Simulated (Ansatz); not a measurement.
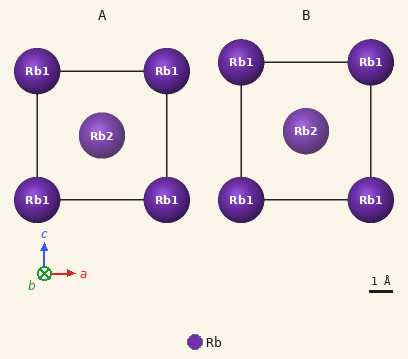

Two geometries of a crystal of Rb (set up in I4/mmm), drawn at one scale. One is the start of a relaxation, the other its converged end. A spheres-only model of the cell of the calculation, seen along the b axis.

The calculation used Ansatz 0.2.0, DFT r2SCAN, scalar-relativistic, plane waves, PAW. Set-up: plane-wave cutoff 500 eV; k-point mesh 8 × 8 × 8; occupations gaussian; smearing width 0.1 eV; no spin polarisation; cell relaxed at fixed a, b, gamma; force threshold 0.008 eV/Å; at most 40 steps.

> Which of the two is the end point?

Structure B is the relaxed one. Case: biaxial strain in the a-b plane of -4.5 %; c and atoms relaxed. The energy falls by 3.2 meV per atom in 3 accepted moves (4 points after the start). All forces vanish by symmetry, so only the cell relaxes. The pressure goes from 0.17 to −0.02 GPa. The SCF was repeated once at an unchanged geometry on a basis and grid sized afresh for the cell, which shifted the energy by 0.3 meV per atom at most. No atom moves by more than 0.005 Å relative to the cell. The drawn cell changes as follows: a = b unchanged at 5.643 Å, c 5.609 → 5.990 Å (+6.8 %); the volume changes by +6.8 %. Some distances before and after: Rb1–Rb2 4.877 → 4.989 Å. The space group stays I4/mmm (No. 139).
